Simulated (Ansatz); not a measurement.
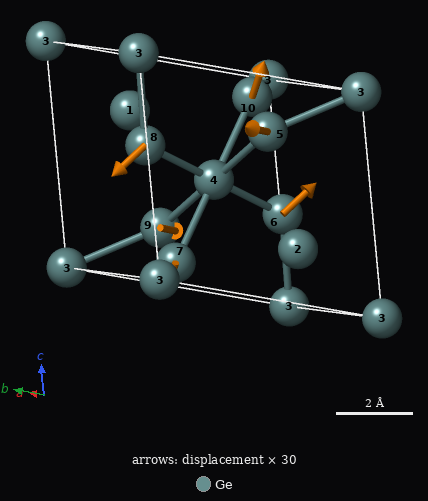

A relaxation of a crystal of Ge (a generated structure, set up in R-3c). The starting structure is drawn; orange arrows show the displacements (the part carried along by the change of the cell is left out), 30 times their true length.

A ball-and-stick model of the cell of the calculation, seen from a free direction.

Method: DFT PBE, scalar-relativistic, plane waves, PAW (Ansatz 0.2.0). Set-up: plane-wave cutoff 420 eV; k-point mesh 6 × 6 × 6; occupations gaussian; smearing width 0.1 eV; no spin polarisation; cell and atoms relaxed; force threshold 0.01 eV/Å; at most 80 steps.

> What happened in the run?

The largest moves relative to the cell, 0.043 Å, are those of Ge5, Ge6, Ge7, Ge8, Ge9 and Ge10. Ge8 goes along [0 1 −1]. The volume changes by −3.6 %, with a = b = c 6.080 → 5.892 Å (−3.1 %), α 77.0° → 84.8°, β 77.0° → 84.8°, γ 77.0° → 84.8°. Some distances before and after: Ge1–Ge3 3.171 → 2.774 Å, Ge1–Ge5 2.621 → 2.709 Å, Ge3–Ge10 2.691 → 2.777 Å. Among the angles between lasting bonds that change: Ge5–Ge4–Ge6 105.6° → 109.5°, Ge5–Ge4–Ge8 74.4° → 70.5°, Ge3–Ge9–Ge4 128.8° → 125.9°. The space group stays R-3c (No. 167). The energy falls by 11.4 meV per atom in 6 accepted moves (8 points after the start). Largest force component: 0.0014 eV/Å at the start, 0.0012 eV/Å at the end. The pressure goes from −0.03 to 0.01 GPa. The line search rejected the trial step at point 4 of the run. At 1 point the geometry stayed and the basis and grid were re-selected for the new cell (energy shift of less than 0.05 meV per atom at most each time). Cost: 11 min on 1 thread of Intel(R) Xeon(R) Processor @ 2.50GHz (Skylake/Cascade Lake) (shared host), peak memory 0.73 GiB.
